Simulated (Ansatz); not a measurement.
## Two runs on Ga4As3P

System: Ga4As3P (I-42m, 8 atoms in the cell).
Method of the first run: DFT, PBE, plane waves, PAW, no spin polarisation (Ansatz 0.2.0).

The structure was built on a prototype by a generator; it need not be a known phase. The geometry comes from this level: r2SCAN. Text and figures count atoms from 1; the logs count them from 0 in places.

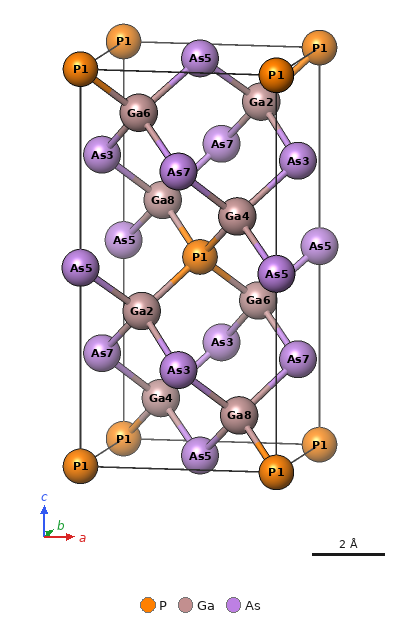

**Figure 1.** The structure (ball-and-stick view of the cell 2 times as large as that of the calculation, set on its symmetry axes, seen slightly off an axis; atoms are numbered from 1 in the order of the input). An atom can appear more than once, as a periodic image. Near neighbours in the periodic cell (some may lie outside the picture): P has 4 Ga at 2.38 Å; Ga has 3 As at 2.44 to 2.46 Å and 1 P at 2.38 Å; As has 4 Ga at 2.44 to 2.46 Å.

**Input file, the first run**
```yaml
crystal:
  lattice:
    - [-2.8058871115, 2.8058871115, 5.6106343043]
    - [2.8058871115, -2.8058871115, 5.6106343043]
    - [2.8058871115, 2.8058871115, -5.6106343043]
  atoms:
    - { symbol: P, position: [0.0, 0.0, 0.0] }
    - { symbol: Ga, position: [0.633324787, 0.633324787, 0.5123560537] }
    - { symbol: As, position: [0.25, 0.75, 0.5] }
    - { symbol: Ga, position: [0.8790312668, 0.366675213, 0.0] }
    - { symbol: As, position: [0.5, 0.5, 0.0] }
    - { symbol: Ga, position: [0.1209687332, 0.1209687332, 0.4876439463] }
    - { symbol: As, position: [0.75, 0.25, 0.5] }
    - { symbol: Ga, position: [0.366675213, 0.8790312668, 0.0] }
kpoints:
  mp_grid: { grid: [6, 6, 6] }
  band_path:
    path:
      - [0.0, 0.0, 0.0]
      - [0.0, 0.0, 0.5]
      - [0.25, 0.25, 0.25]
      - [0.0, 0.5, 0.0]
      - [0.5, 0.5, -0.5]
      - [0.312525399, 0.687474601, -0.312525399]
      - [-0.312525399, 0.312525399, 0.312525399]
      - [-0.1250507979, 0.1250507979, 0.5]
      - [0.5, 0.5, -0.1250507979]
    npoints: 1
hamiltonian:
  xc: pbe
scf:
  occupations: { method: fixed }
  n_extra_bands: 6
output:
  forces: true
  stress: true
  eigenvalues: true
```

Launched with:
```bash
ansatz run input.yaml --threads 2 --pin off --max-ram 3686MiB --backend cpu --events-out ev --progress --plain --runs-dir out
```

Hardware: 2 threads of Arm Neoverse V2, 24 GiB of memory available, shared host.

**Output, shortened to warnings, some set-up lines, iterations and results (the first run)**
```
Basis set: ecut = 420 eV, 3467 PW (Γ), exchange–correlation on 96×96×96 points (8 copies of the dense FFT grid, shifted against one another)
Symmetry: 8 space group operations
k-points: 30 of 216 (time reversal used)
Initial density: superposition of atomic densities (neutral atoms: chi_scale 0, normalization atom), corrected by the library's trained network
[...]
SCF iter   1: F=—  HF=-30459.057337 eV  |F-HF|=—  |Δ(HF+E_count)|=         —  Δρ=1.73e-3  dr2=9.09e-3  ethr=1.77e-3  ⟨swp⟩=5.2  Hψ=5603  notcnv=0  defer=94
SCF iter   2: F=—  HF=-30459.050001 eV  |F-HF|=—  |Δ(HF+E_count)|=   7.34e-3  Δρ=1.04e-3  dr2=2.50e-3  ethr=8.91e-6  ⟨swp⟩=2.7  Hψ=3221  notcnv=0  defer=120
SCF iter   3: F=—  HF=-30459.049750 eV  |F-HF|=—  |Δ(HF+E_count)|=   2.52e-4  Δρ=4.72e-4  dr2=6.38e-4  ethr=2.46e-6  ⟨swp⟩=2.0  Hψ=2805  notcnv=0  defer=120
SCF iter   4: F=—  HF=-30459.049763 eV  |F-HF|=—  |Δ(HF+E_count)|=   1.36e-5  Δρ=1.89e-4  dr2=8.53e-5  ethr=6.26e-7  ⟨swp⟩=2.0  Hψ=2660  notcnv=0  defer=120
SCF iter   5: F=—  HF=-30459.049829 eV  |F-HF|=—  |Δ(HF+E_count)|=   6.54e-5  Δρ=5.43e-5  dr2=7.02e-6  ethr=8.37e-8  ⟨swp⟩=2.0  Hψ=2747  notcnv=0  defer=99
SCF iter   6: F=—  HF=-30459.049837 eV  |F-HF|=—  |Δ(HF+E_count)|=   8.25e-6  Δρ=1.54e-5  dr2=3.78e-7  ethr=6.89e-9  ⟨swp⟩=2.3  Hψ=3205  notcnv=0  defer=106
SCF iter   7: F=-30459.049837 eV  HF=-30459.049837 eV  |F-HF|=2.96e-8  |Δ(HF+E_count)|=   2.03e-7  Δρ=5.29e-6  dr2=5.19e-8  ethr=9.80e-11  ⟨swp⟩=13.1  Hψ=9849  notcnv=0
SCF 1 converged in 7 iterations: F = -30459.049837 eV  dr2 = 5.19e-8
NSCF: frozen V_eff on 9 k-points
SCF converged after 7 iterations
Free energy (F): -30459.049837 eV
Harris-Foulkes:  -30459.049837 eV  (|F-HF|=2.96e-8)
Internal energy: -30459.049837 eV  (E = F + TS)
E sigma→0 (E₀):  -30459.049837 eV
Fermi energy:    7.878076 eV
--- Per-component energies (eV) ---
  E_band       = -1002.557560
  E_kinetic    = 844.098861
  E_local      = -14238.688426  (includes V_loc(G=0)·N_el)
  E_nonlocal   = -278.620171
  E_hartree    = 7079.765573
  E_xc         = -575.977812
  E_vxc        = -531.233504  (∫ρ·V_xc dr)
  E_paw        = -14031.165943  (= ΣΔE_a)
  E_vpaw       = -957.636792  (= ΣTr[D̂ρ^β])
  E_aug_tail   = -0.000385  (compensation charges beyond the density's cutoff)
  E_ewald      = -9258.461533
  E_smearing   = -0.000000  (= −TS)
  E_closure    = 0.000000  (closes the sum)
  Σ components = -30459.049837   (vs F -30459.049837, Δ=0.00e0)
--- Forces (eV/Å), atoms counted from 1 ---
  atom   1  P     -0.00000000     0.00000000     0.00000000
  atom   2  Ga     0.02574496     0.02574496     0.02941373
  atom   3  As    -0.00000000     0.00000000    -0.00000000
  atom   4  Ga    -0.02574496     0.02574496    -0.02941373
  atom   5  As    -0.00000000     0.00000000     0.00000000
  atom   6  Ga    -0.02574496    -0.02574496     0.02941373
  atom   7  As    -0.00000000    -0.00000000     0.00000000
  atom   8  Ga     0.02574496    -0.02574496    -0.02941373
  max |Σ_I F_I| component: 1.73e-17 eV/Å
--- Stress (GPa, compression-positive) ---
        2.703992       0.000000       0.000000
       -0.000000       2.703992       0.000000
        0.000000       0.000000       2.701063
  P = ⅓ Tr σ = 2.7030 GPa (27.030 kbar)
```

The input of the second run differs as follows (lines with − go, lines with + come):
```diff
-  xc: pbe
+  xc: r2scan
```

How does the second run compare with the first run?

The total energies belong to different methods, so their difference says nothing on which is more stable or more accurate. The gap on the mesh goes from 0.79 to 1.29 eV. The pressure goes from 2.70 to 0.00 GPa. The largest force goes from 0.047 to 0.001 eV/Å. The functional changes from PBE to r2SCAN. The SCF takes 8 iterations against 7. The default cutoff goes from 420 to 500 eV with the change. The plane waves at Γ go from 3467 to 4493. On the same kind of shared host the second run took about 2.1 times as long.

**Output, shortened to warnings, some set-up lines, iterations and results (the second run)**
```
Basis set: ecut = 500 eV, 4493 PW (Γ), exchange–correlation on 216×216×216 points (64 copies of the dense FFT grid, shifted against one another)
Symmetry: 8 space group operations
k-points: 30 of 216 (time reversal used)
Initial density: superposition of atomic densities (neutral atoms: chi_scale 0, normalization atom), corrected by the library's trained network
[...]
SCF iter   1: F=—  HF=-30517.696990 eV  |F-HF|=—  |Δ(HF+E_count)|=         —  Δρ=8.21e-3  dr2=5.97e-2  dr2_τ=1.98e-2  ethr=1.77e-3  ⟨swp⟩=5.1  Hψ=5594  notcnv=0  defer=94
SCF iter   2: F=—  HF=-30517.728763 eV  |F-HF|=—  |Δ(HF+E_count)|=   3.18e-2  Δρ=1.98e-3  dr2=4.67e-3  dr2_τ=2.61e-4  ethr=5.85e-5  ⟨swp⟩=3.0  Hψ=3702  notcnv=0  defer=119
SCF iter   3: F=—  HF=-30517.727663 eV  |F-HF|=—  |Δ(HF+E_count)|=   1.10e-3  Δρ=1.80e-3  dr2=2.58e-3  dr2_τ=2.87e-5  ethr=4.57e-6  ⟨swp⟩=2.0  Hψ=2805  notcnv=0  defer=120
SCF iter   4: F=—  HF=-30517.728059 eV  |F-HF|=—  |Δ(HF+E_count)|=   3.96e-4  Δρ=3.19e-4  dr2=1.84e-4  dr2_τ=3.09e-6  ethr=2.53e-6  ⟨swp⟩=2.2  Hψ=2358  notcnv=0  defer=120
SCF iter   5: F=—  HF=-30517.728038 eV  |F-HF|=—  |Δ(HF+E_count)|=   2.12e-5  Δρ=9.86e-5  dr2=1.97e-5  dr2_τ=4.34e-7  ethr=1.80e-7  ⟨swp⟩=2.0  Hψ=3195  notcnv=0  defer=117
SCF iter   6: F=—  HF=-30517.728042 eV  |F-HF|=—  |Δ(HF+E_count)|=   3.46e-6  Δρ=4.09e-5  dr2=4.71e-6  dr2_τ=9.38e-8  ethr=1.93e-8  ⟨swp⟩=2.0  Hψ=3199  notcnv=0  defer=107
SCF iter   7: F=—  HF=-30517.728044 eV  |F-HF|=—  |Δ(HF+E_count)|=   2.13e-6  Δρ=6.84e-6  dr2=1.41e-7  dr2_τ=2.31e-9  ethr=4.61e-9  ⟨swp⟩=2.0  Hψ=2145  notcnv=0  defer=107
SCF iter   8: F=-30517.728044 eV  HF=-30517.728044 eV  |F-HF|=1.79e-9  |Δ(HF+E_count)|=   6.31e-8  Δρ=1.74e-6  dr2=6.86e-9  dr2_τ=1.31e-10  ethr=9.80e-11  ⟨swp⟩=12.5  Hψ=8507 …
SCF 1 converged in 8 iterations: F = -30517.728044 eV  dr2 = 6.86e-9
NSCF: frozen V_eff on 9 k-points
SCF converged after 8 iterations
Free energy (F): -30517.728044 eV
Harris-Foulkes:  -30517.728044 eV  (|F-HF|=1.79e-9)
Internal energy: -30517.728044 eV  (E = F + TS)
E sigma→0 (E₀):  -30517.728044 eV
Fermi energy:    7.646893 eV
--- Per-component energies (eV) ---
  E_band       = -1068.983917
  E_kinetic    = 840.651981
  E_local      = -14252.514838  (includes V_loc(G=0)·N_el)
  E_nonlocal   = -268.328246
  E_hartree    = 7094.450729
  E_xc         = -530.594056
  E_vxc        = -556.272261  (∫ρ·V_xc dr)
  E_paw        = -14135.856537  (= ΣΔE_a)
  E_vpaw       = -1049.965531  (= ΣTr[D̂ρ^β])
  E_aug_tail   = -0.000198  (compensation charges beyond the density's cutoff)
  E_vtau       = 28.549375  (kinetic-family band-sum trace: ∫τ·v_τ [+ j·A + Jᵃ·Aᵃ] dr)
  E_ewald      = -9258.461533
  E_core_change = -7.075345  (= ΣΔE_core)
  E_smearing   = -0.000000  (= −TS)
  E_closure    = 0.000000  (closes the sum)
  Σ components = -30517.728044   (vs F -30517.728044, Δ=0.00e0)
--- Forces (eV/Å), atoms counted from 1 ---
  atom   1  P     -0.00000000     0.00000000    -0.00000000
  atom   2  Ga    -0.00039301    -0.00039301     0.00117067
  atom   3  As    -0.00000000     0.00000000     0.00000000
  atom   4  Ga     0.00039301    -0.00039301    -0.00117067
  atom   5  As    -0.00000000     0.00000000     0.00000000
  atom   6  Ga     0.00039301     0.00039301     0.00117067
  atom   7  As    -0.00000000    -0.00000000    -0.00000000
  atom   8  Ga    -0.00039301     0.00039301    -0.00117067
  max |Σ_I F_I| component: 2.08e-17 eV/Å
--- Stress (GPa, compression-positive) ---
       -0.003877       0.000000       0.000000
        0.000000      -0.003877       0.000000
        0.000000       0.000000      -0.004330
  P = ⅓ Tr σ = -0.0040 GPa (-0.040 kbar)
```

**The two runs side by side**

| quantity | the first run | the second run |
| --- | --- | --- |
| outcome | converged | converged |
| free energy per atom (eV) | −3807.3812 | −3814.7160 |
| gap on the mesh (eV) | 0.79 | 1.29 |
| pressure (GPa) | 2.70 | 0.00 |
| largest force (eV/Å) | 0.047 | 0.001 |
| SCF iterations | 7 | 8 |
| irreducible k-points | 30 | 30 |
| plane waves at Γ | 3467 | 4493 |
| wall time (shared host) | 19 s | 40 s |
